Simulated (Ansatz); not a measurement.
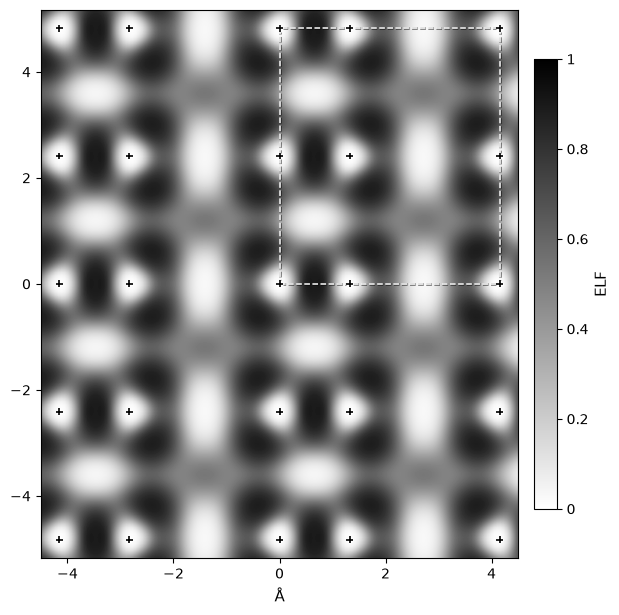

The ELF on a plane through atoms (crosses mark nuclei in the plane).

Level of theory: Ansatz 0.2.0, DFT r2SCAN, scalar-relativistic, plane waves, PAW.

Candidates:
A. C, a = 4.82 Å, b = 4.82 Å, c = 4.15 Å, α = 90.00°, β = 90.00°, γ = 120.00°. Space group P6/mmm.
B. Li₂O, a = 3.36 Å, b = 3.36 Å, c = 4.55 Å, α = 90.00°, β = 90.00°, γ = 90.00°. Space group I4/mmm; changed on purpose from its base cell (strain +0.030 along x and y, -0.015 along z, atoms carried along); computed pressure about −6 GPa in this cell.

**Which candidate gave the map?**

Candidate A: C on the (11̄0) plane of the conventional cell, which holds C. C–C (1.32 Å): the ELF peaks at about 0.90 between the atoms.
